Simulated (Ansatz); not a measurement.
## Electronic structure of Ge in real space

```
CELL_PARAMETERS angstrom
-3.83875 0.00000 0.00000
0.00000 6.64892 0.00000
1.91938 -3.32446 -6.21337
ATOMIC_POSITIONS crystal
Ge 0.46459 0.46459 0.92919
Ge 0.96459 0.96459 0.92919
Ge 0.71459 0.71459 0.42919
Ge 0.21459 0.21459 0.42919
Ge 0.58926 0.92259 0.17851
Ge 0.08926 0.42259 0.17851
Ge 0.33926 0.00592 0.67851
Ge 0.83926 0.50592 0.67851
```

Space group P6₃/mmc; a structure from a database of computed crystals, not necessarily the ambient phase.

These are results of Ansatz 0.2.0, DFT r2SCAN, scalar-relativistic, plane waves, PAW, not measurements.

The density is the valence pseudo-density of a PAW calculation; it isn't the true density close to the nuclei.

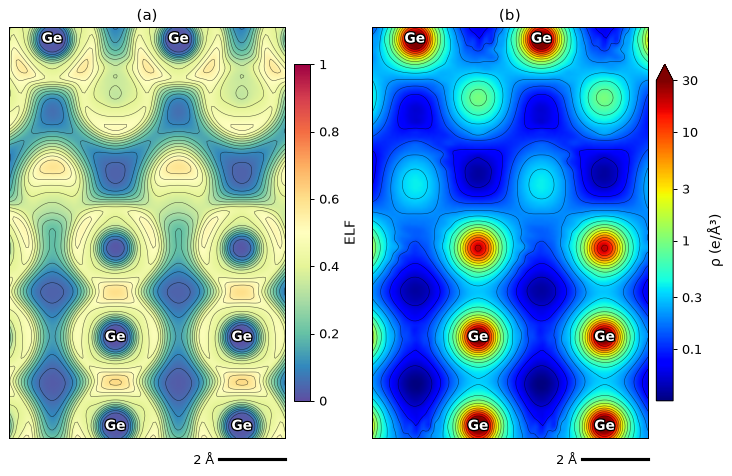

Figure 1. (a) ELF; (b) valence charge density (pseudo) on the (011) plane of the calculation cell.

> What does the map show?

The plane passes through Ge nuclei.
Atoms just off the plane (Ge, 0.3 Å away) can leave unmarked features too.
Ge–Ge (2.70 Å): ρ at the midpoint is about 0.32 e/Å³; the ELF peaks at about 0.60 between the atoms.
Between the atoms the lowest density in this plane is 0.03 e/Å³.

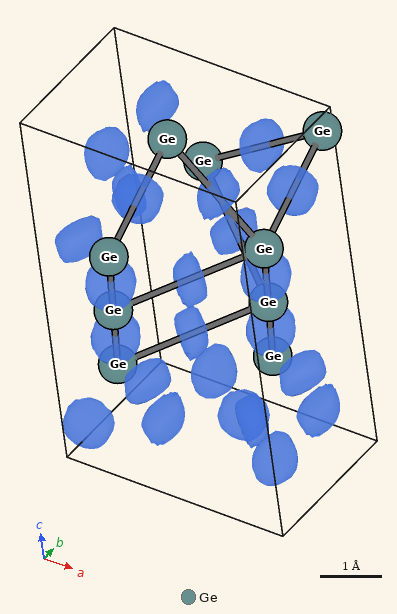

Figure 2. Isosurface of the ELF at 0.55 (blue), seen slightly off an axis. Core shells and regions of very low density are left out. Sticks mark near contacts.

> Where are the electrons localised?

The surface consists of 24 regions between bonded Ge–Ge atoms, counted in one cell of 8 atoms. Any copies at cell faces, edges or corners count once.

> Metal or insulator at this level of theory?

It is gapless in this calculation (a metal or semimetal).
